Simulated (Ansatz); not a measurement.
KTaO3

```cif
data_structure
_symmetry_space_group_name_H-M 'P 1'
_symmetry_Int_Tables_number 1
_cell_length_a 4.0244
_cell_length_b 4.0244
_cell_length_c 4.0244
_cell_angle_alpha 90.000
_cell_angle_beta 90.000
_cell_angle_gamma 90.000
_cell_volume 65.18
loop_
_atom_site_label
_atom_site_type_symbol
_atom_site_fract_x
_atom_site_fract_y
_atom_site_fract_z
_atom_site_occupancy
K1 K 0.50000 0.50000 0.50000 1
Ta1 Ta 0.00000 0.00000 0.00000 1
O1 O 0.50000 0.00000 0.00000 1
O2 O 0.00000 0.50000 0.00000 1
O3 O 0.00000 0.00000 0.50000 1
```

Space group Pm-3m.

Computed with Ansatz, DFT PBE, scalar-relativistic, plane waves, PAW.

In a PAW calculation such maps are meaningful between the atoms, not at the nuclei.

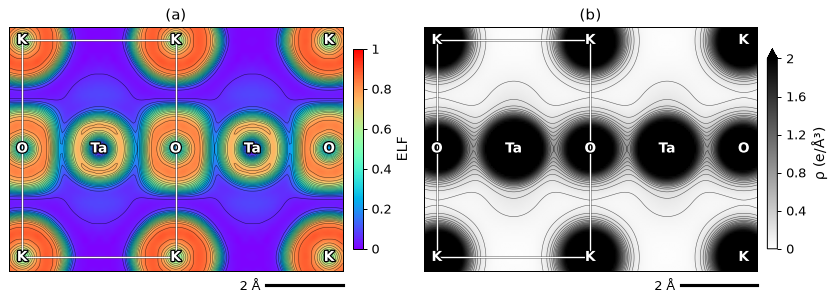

Figure 1. (a) ELF; (b) valence pseudo-density on the (110) plane of the conventional cell.

**Interpret the plot.**

- The section cuts through K, Ta and O sites.
- Ta–O (2.01 Å): the density is about 0.83 e/Å³ at the midpoint; the ELF peaks at about 0.80 in the valence shell of O, 0.6 Å from its nucleus, and drops to about 0.20 between the two atoms (no shared electron pair shows on this line).
- K–O (2.85 Å): ρ is about 0.1 e/Å³ halfway; the ELF is about 0.05 at the midpoint; an ionic contact with no shared pair.
- Between the atoms the lowest density in this plane is 0.02 e/Å³.
- The features right at K and Ta lie inside the PAW spheres, where the map follows smoothed inner orbitals and isn't to be read closely.

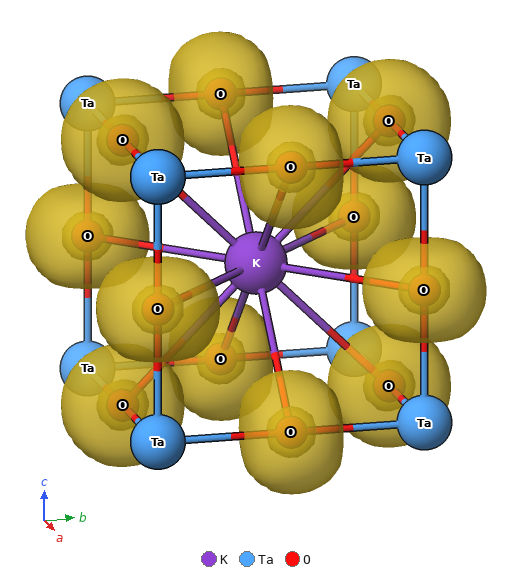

Figure 2. Isosurface of the ELF at 0.7 (yellow), seen slightly off an axis. Core shells and regions of very low density are left out. Sticks mark near contacts.

**Describe the localisation domains.**

The ELF exceeds this value in three regions wrapped around O (the valence shell of each), counted in one cell of 5 atoms. Any copies at cell faces, edges or corners count once.

**Does the calculation give a band gap?**

It is gapped, with a Kohn–Sham gap of 2.2 eV on the k-point mesh (the band edges may lie off the mesh, which would make the gap smaller).
